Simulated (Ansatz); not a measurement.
Ti$_{3}$O

```
CELL_PARAMETERS angstrom
5.09957 0.00000 0.00000
-2.54979 4.41636 0.00000
0.00000 0.00000 9.37283
ATOMIC_POSITIONS crystal
Ti 0.33385 0.00595 0.11848
Ti 0.99405 0.32790 0.11848
Ti 0.67210 0.66615 0.11848
Ti 0.99405 0.66615 0.38152
Ti 0.67210 0.00595 0.38152
Ti 0.33385 0.32790 0.38152
Ti 0.66615 0.99405 0.88152
Ti 0.00595 0.67210 0.88152
Ti 0.32790 0.33385 0.88152
Ti 0.00595 0.33385 0.61848
Ti 0.32790 0.99405 0.61848
Ti 0.66615 0.67210 0.61848
O 0.66667 0.33333 0.25000
O 0.33333 0.66667 0.75000
O 0.00000 0.00000 0.25000
O 0.00000 0.00000 0.75000
```

Space group P-31c; computed without spin polarisation.

Theory: DFT PBEsol, scalar-relativistic, plane waves, PAW in Ansatz 0.2.0.

Question: Predict the valence pseudo-density and electron localisation function between the atoms.

Answer: Ti–O (2.09 Å): the density is about 0.48 e/Å³ at the midpoint; the ELF peaks at about 0.80 in the valence shell of O, 0.6 Å from its nucleus, and is about 0.15 at the midpoint; no localised pair shows between them.
Ti–Ti (2.81 Å): ρ is about 0.21 e/Å³ halfway; the ELF is about 0.20 at the midpoint; no shared electron pair shows on this line.
Ti–Ti (3.01 Å): the density is about 0.17 e/Å³ at the midpoint; the ELF is about 0.15 at the midpoint: no shared electron pair shows on this line.
The ELF has a maximum of about 0.80 in the space between the atoms, 1.7 Å from four Ti atoms, on no atom or two-centre bond.

Question: Does the calculation give a band gap?

Answer: It is gapless in this calculation (a metal or semimetal); semilocal functionals without U, or without the true magnetic order, often close the gap of such compounds.

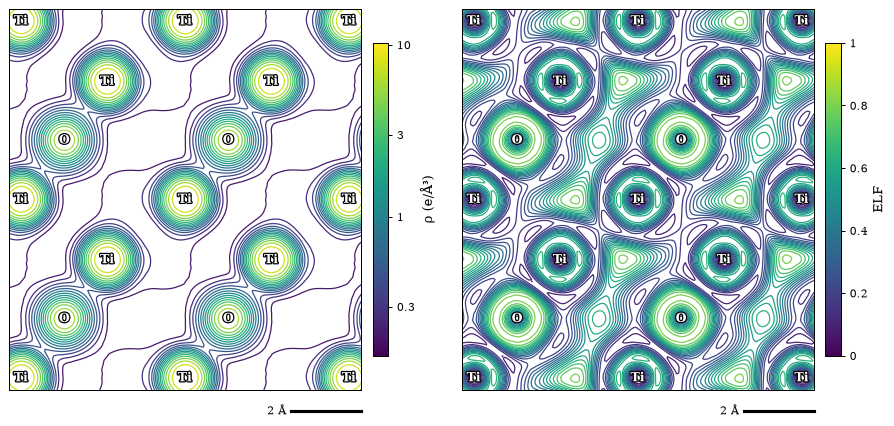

Computed valence pseudo-density and electron localisation function on the (11̄0) plane of the conventional cell, in this order. 

In a PAW calculation such maps are meaningful between the atoms, not at the nuclei.
